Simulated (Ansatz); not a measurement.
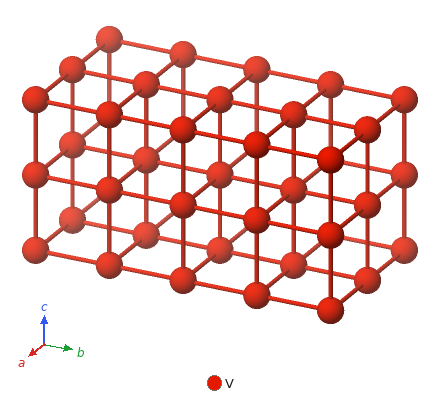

The structure, seen along [211]; the drawing may span several cells.

Given this structure, the geometry relaxed with DFT, PBE, plane waves (420 eV) with PAW, scalar-relativistic in Ansatz; the starting structure was generated, so it need not be a known form of this composition, written in its standard cell:

```
V
1.0
     2.44430    0.00000    0.00000
     0.00000    2.44430    0.00000
     0.00000    0.00000    2.44430
V
1
Cartesian
  0.0000 0.0000 0.0000
```

Q: Predict the [211] zone-axis pattern (200 kV, kinematic, B = 0.8 Å²).

A: The spots form a rectangular net whose two shortest vectors correspond to d = 1.73 Å and 1.41 Å, 90.0° apart. They are 0 -1 1 and -1 1 1. The pattern has symmetry 2mm. No reflection of this zone is absent.

Strongest reflections with d > 0.80 Å, one of each family (|F|² from tabulated Gaussian fits of the electron scattering factors, times a small damping for the curvature of the Ewald sphere):

```
    hkl  d (Å)  I (strongest = 100)
 0 1 -1  1.728                  100
1 -1 -1  1.411                   60
 1 0 -2  1.093                   28
 0 2 -2  0.864                   11
```

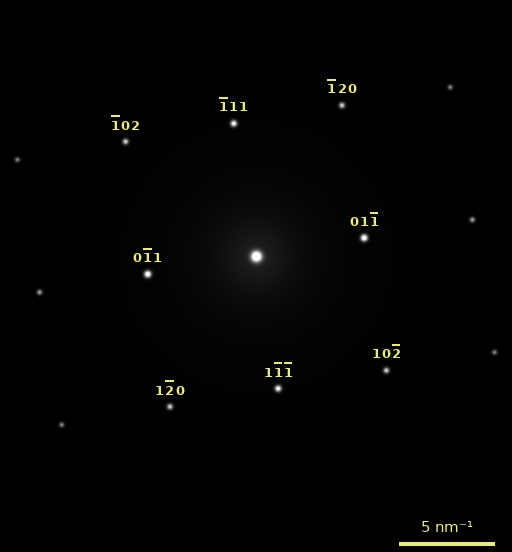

Calculated pattern, seen from the source side with [211] pointing towards the source.
